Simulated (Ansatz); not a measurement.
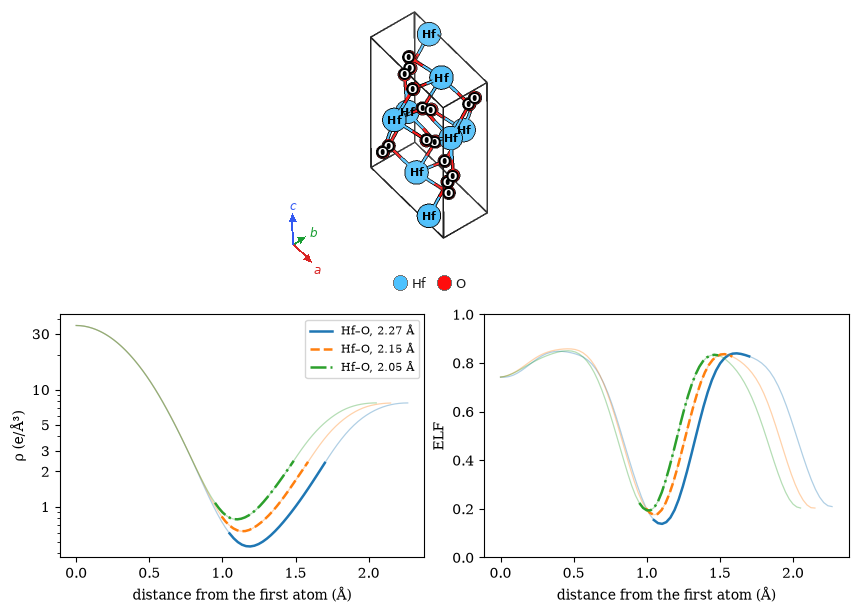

Figure 1: HfO₂. Valence electron density and ELF along straight lines between neighbouring atoms. Thin, pale parts lie inside the atomic spheres. The structure is drawn too.

Space group P2₁/c; a structure from a database of computed crystals, not necessarily the ambient phase.

Method: DFT PBE, scalar-relativistic, plane waves, PAW in Ansatz.

In a PAW calculation such maps are meaningful between the atoms, not at the nuclei.

What can be read from the curves?

Answer. Hf–O (2.27 Å): ρ at the midpoint is about 0.47 e/Å³; the ELF peaks at about 0.85 in the valence shell of O, 0.7 Å from its nucleus, and drops to about 0.15 between the two atoms: no localised pair shows between them.
Hf–O (2.15 Å): the density is about 0.65 e/Å³ at the midpoint; the ELF peaks at about 0.85 in the valence shell of O, 0.6 Å from its nucleus, and drops to about 0.20 between the two atoms: no shared electron pair shows on this line.
Hf–O (2.05 Å): ρ at the midpoint is about 0.84 e/Å³; the ELF peaks at about 0.85 in the valence shell of O, 0.6 Å from its nucleus, and drops to about 0.20 between the two atoms; no localised pair shows between them.
